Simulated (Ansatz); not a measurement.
**Ca: density, localisation and related maps**

```
Ca
1.0
     7.22082    0.00000    0.00000
     0.00000    7.22082    0.00000
     0.00000    0.00000   10.15585
Ca
12
Direct
  0.00000 0.00000 0.00000
  0.50000 0.50000 0.50000
  0.00000 0.50000 0.25000
  0.50000 0.00000 0.75000
  0.50000 0.25000 0.12500
  0.00000 0.75000 0.62500
  0.75000 0.00000 0.37500
  0.25000 0.50000 0.87500
  0.25000 0.00000 0.37500
  0.75000 0.50000 0.87500
  0.00000 0.25000 0.62500
  0.50000 0.75000 0.12500
```

Space group I4₁/amd; a structure generated by program, which may or may not match a known phase.

Theory: DFT r2SCAN, scalar-relativistic, plane waves, PAW (Ansatz).

The density is the valence pseudo-density of a PAW calculation; it isn't the true density close to the nuclei.

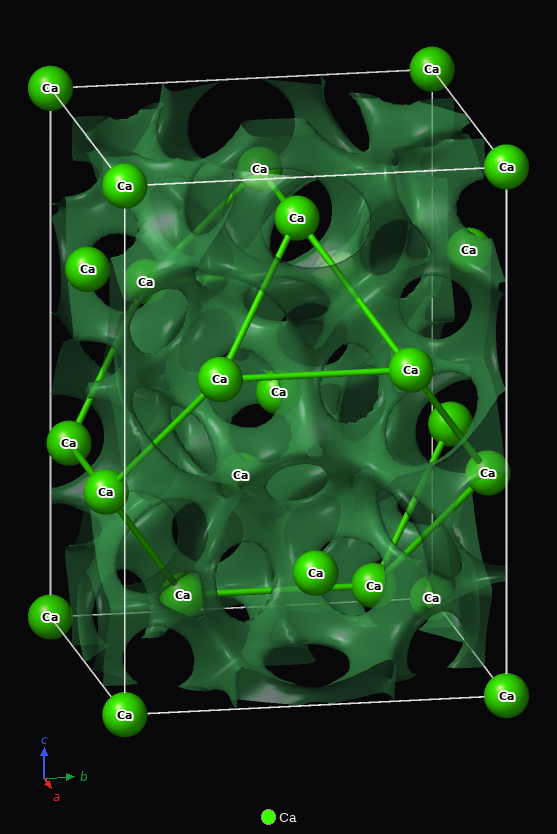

Figure 1. Isosurface of the electron localisation function at 0.55 (green), seen slightly off an axis. Only the valence region is drawn (cores and ρ < 0.01 e/Å³ removed). Sticks mark near contacts.

**Identify the bonds, lone pairs and shells in this picture.**

The surface consists of one network that runs through the whole crystal, counted in one cell of 12 atoms. Regions shared between cells count once. There are no localised bonds or lone pairs at this value. Along the contacts the grid gives the following. Ca–Ca (3.60 Å): the ELF is about 0.35 at the midpoint.

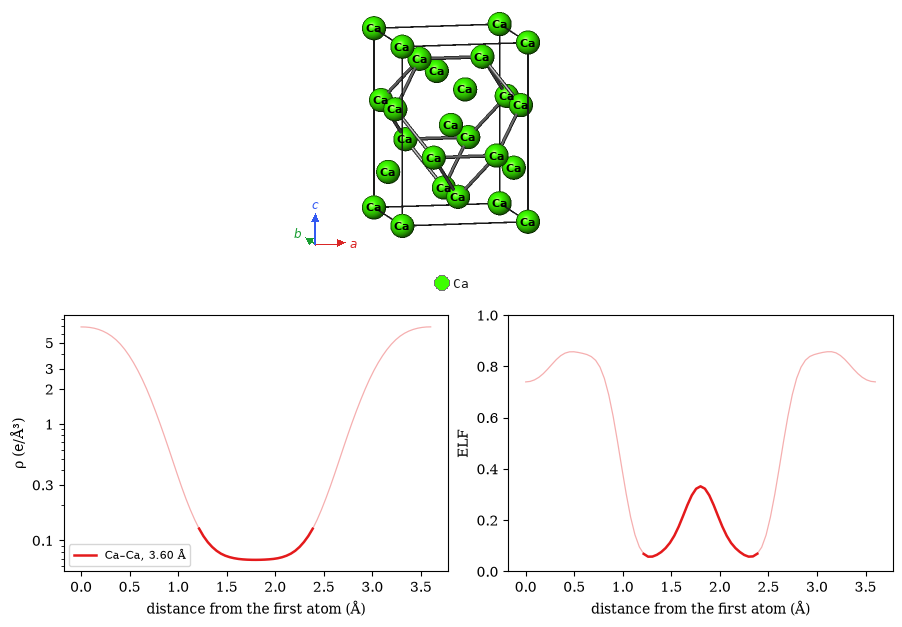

Figure 2. Valence electron density and electron localisation function along straight lines between neighbouring atoms. Thin, pale parts lie inside the atomic spheres. The structure is drawn too.

**What can be read from the curves?**

Ca–Ca (3.60 Å): the density is about 0.07 e/Å³ at the midpoint; the ELF is about 0.35 at the midpoint.

**Does the calculation make it a metal, or give it a gap?**

It is gapless in this calculation (a metal or semimetal).
